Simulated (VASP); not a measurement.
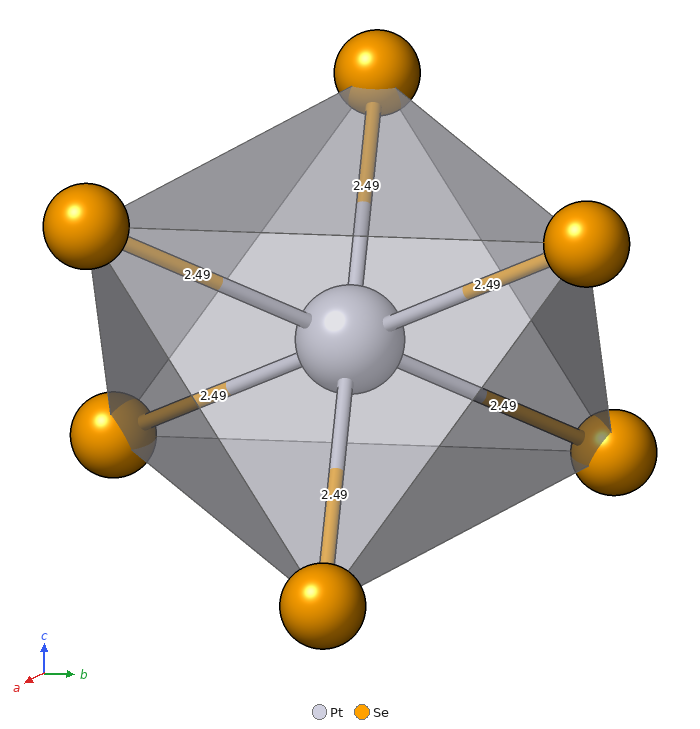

Coordination of Pt in PtSe2 (P-3m1); bond lengths in Å. The shape measure S (0 to 100) is the computed least-squares distance from an ideal polyhedron; S = 0 means ideal. Source: an entry of the Crystallography Open Database, as set up for an electronic-structure calculation.

Name the coordination polyhedron and say how regular it is.

Answer. PtSe6: a slightly distorted octahedron (coordination number 6, S = 0.70; next best trigonal prism, S = 16.5).

Does the central atom sit at the centroid of its ligands?

Answer. Yes, to within 0.01 Å; the site symmetry is -3m.
